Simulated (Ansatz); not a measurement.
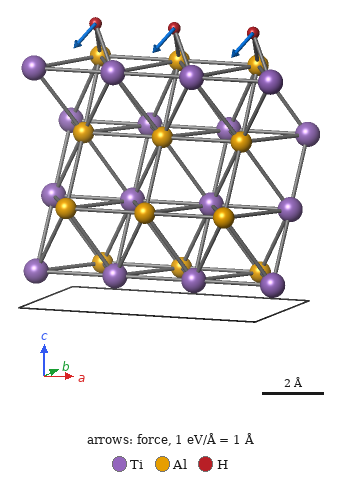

Starting geometry of a slab of composition Ti4Al4H (cut from the P4/mmm phase) with the computed forces as blue arrows. The picture is a ball-and-stick view of the 3 × 1 repeat of the cell, outlined in the plane, without the vacuum, seen slightly off an axis.

Case: H over the place (1/6, 4/6) of the surface cell, its height relaxed. The slab is the (1 0 1) face of TiAl with H on it. 8 atoms are held fixed.

These are results of DFT PBEsol, scalar-relativistic, plane waves, PAW (Ansatz 0.2.0), not measurements.

The input:
```yaml
crystal:
  lattice:
    - [2.7951585985, 0.0, 0.0]
    - [0.0, 4.9116531041, 0.0]
    - [0.0, 0.0, 25.895185751]
  atoms:
    - { symbol: Ti, position: [0.0, 0.3238601685, 0.3282463421] }
    - { symbol: Al, position: [0.5, 0.8238601685, 0.3282463421] }
    - { symbol: Ti, position: [0.0, 0.6477203369, 0.4170039696] }
    - { symbol: Al, position: [0.5, 0.1477203369, 0.4170039696] }
    - { symbol: Ti, position: [0.0, 0.9714622164, 0.5052707184] }
    - { symbol: Al, position: [0.5, 0.4712922267, 0.5060950249] }
    - { symbol: Ti, position: [0.0, 0.2846919189, 0.5916210053] }
    - { symbol: Al, position: [0.5, 0.7827906297, 0.596752324] }
    - { symbol: H, position: [0.6666666667, 1.4494572964, 0.6484993944] }
basis:
  ecutwfc: 420
kpoints:
  mp_grid: { grid: [10, 6, 1] }
hamiltonian:
  xc: pbesol
scf:
  occupations: { method: gaussian, width: 0.1 }
output:
  forces: true
  eigenvalues: true
  write_density: true
  write_potential: true
  elf: true
  volumetric_format: npy
relax:
  adjacent_minimum: "off"
  f_tol: 0.02
  max_steps: 25
  constraints: [{ sites: [0, 1, 2, 3, 4, 5, 6, 7] }, { site: 8, fix: xy }]
efield:
  axis: 3
  dipole_correction: true
  ramp_width: 0.04
```

Command:
```bash
ansatz run input.yaml --threads 1 --pin off --max-ram 2560MiB --backend cpu --events-out ev --progress --plain --runs-dir out
```

Question: What follows when this structure is relaxed?

Answer: It isn't relaxed: the largest force vector, on H9, is 1.16 eV/Å. The final displacements follow the starting forces only in part (cosine between the two patterns 0.75). Over 2 accepted moves (3 points after the start) the energy falls by 91.8 meV per cell of the calculation. Largest force component: 0.87 eV/Å at the start, 0.0029 eV/Å at the end. 1 step only repeated the SCF at the same geometry. H9 moves most: 0.20 Å along the normal (−c). Al and Ti stay in place. The lattice vectors keep their values. Some distances before and after: Ti7–H9 1.922 → 1.773 Å, Al8–H9 2.166 → 2.049 Å.

Limits of the set-up: the periodic images lie only 2.8 Å apart, so the values are limited by the cell's size.
